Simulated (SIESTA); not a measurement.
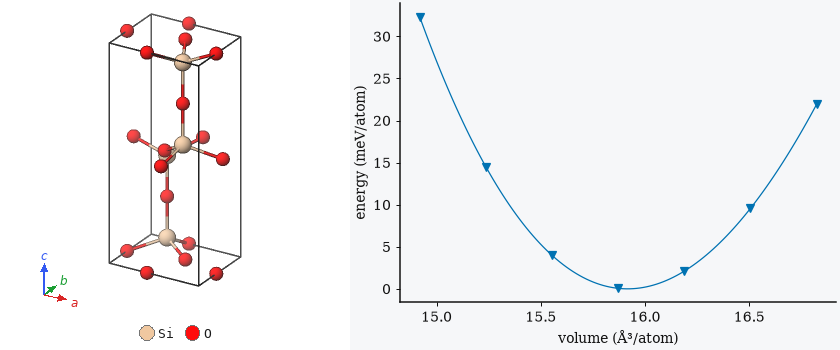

The plot gives the computed energy against volume for SiO₂, space group P6_322 (No. 182). The conventional cell is drawn beside the plot.

The given structure:
```yaml
crystal:
  lattice:
    - [5.06907, 0.00000, 0.00000]
    - [-2.53454, 4.38995, 0.00000]
    - [0.00000, 0.00000, 8.55849]
  atoms:
    - { symbol: Si, position: [0.33333, 0.66667, 0.43713] }
    - { symbol: Si, position: [0.33333, 0.66667, 0.06287] }
    - { symbol: Si, position: [0.66667, 0.33333, 0.56287] }
    - { symbol: Si, position: [0.66667, 0.33333, 0.93713] }
    - { symbol: O, position: [0.42126, 0.00000, 0.00000] }
    - { symbol: O, position: [0.33333, 0.66667, 0.25000] }
    - { symbol: O, position: [0.66667, 0.33333, 0.75000] }
    - { symbol: O, position: [0.00000, 0.57874, 0.50000] }
    - { symbol: O, position: [0.57874, 0.57874, 0.00000] }
    - { symbol: O, position: [0.57874, 0.00000, 0.50000] }
    - { symbol: O, position: [0.42126, 0.42126, 0.50000] }
    - { symbol: O, position: [0.00000, 0.42126, 0.00000] }
```

Method: DFT in numerical atomic orbitals with pseudopotentials, no spin polarisation; energies at scaled volumes of the given cell, shape and fractions fixed, counted from the fit's minimum, third-order Birch-Murnaghan fit (SIESTA 5.4.2). Level: LDA.

k mesh 4×4×2; occupations Fermi–Dirac; smearing width 0.05 eV; potentials PseudoDojo 0.4 standard, converted to PSML, two zetas on semicore shells; program settings basis DZP, mesh cutoff 800 Ry.

From this curve and the settings, what does the calculation give for the pressure at the same points?

The pressure falls from 10.97 GPa at volume 14.92 Å³/atom to −7.39 GPa at 16.82 Å³/atom, and changes sign near 15.92 Å³/atom.

```
volume (Å³/atom)  pressure (GPa)
           14.92           10.97
           15.24            7.10
           15.55            3.60
           15.87            0.43
           16.19           -2.44
           16.51           -5.04
           16.82           -7.39
```

Note: mulliken charges of long orbitals; shape and atomic fractions are frozen while scaling, which makes layered, chain and framework solids too stiff.
